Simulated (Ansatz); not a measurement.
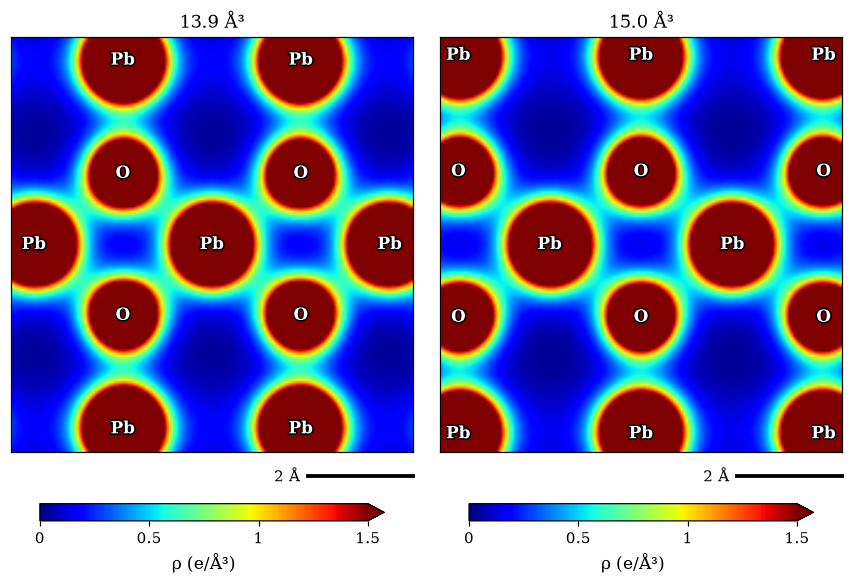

PbO2. The valence electron density of cells scaled evenly to different volumes (given per atom above each panel), on the (110) plane of each (indices in the axes of the cell below), at one length scale and on one colour scale.

A structure from a database of computed crystals, not necessarily the ambient phase.

The calculation used Ansatz 0.2.0, Kohn-Sham DFT of a periodic cell, PBE, Ansatz PAW.

The largest cell:

```xyz
6
Lattice="5.0929 0.0000 0.0000 0.0000 5.0929 0.0000 0.0000 0.0000 3.4759" Properties=species:S:1:pos:R:3 pbc="T T T"
Pb    2.5465    2.5465    1.7379
Pb    0.0000    0.0000    0.0000
O     3.5272    3.5272    0.0000
O     4.1122    0.9807    1.7379
O     0.9807    4.1122    1.7379
O     1.5657    1.5657    0.0000
```

| volume (Å³/atom) | Pb–O contact in the plane (Å) | ρ at its midpoint (e/Å³) | pressure (GPa) | 
| --- | --- | --- | --- |
| 13.89 | 2.157 | 0.635 | 8.9 | 
| 14.18 | 2.172 | ? | ? | 
| 15.03 | 2.214 | 0.568 | −1.9 | 

> What values belong in the row with question marks?

Over the known rows ln ρ falls by 1.96 per Å of Pb–O distance (the line through the two), which gives 0.617 e/Å³ at 2.172 Å; the calculation gives 0.617 e/Å³. For the pressure, a straight line in volume between the neighbouring rows gives 6.2 GPa; the calculation gives 5.7, lower because pressure rises ever faster on compression.
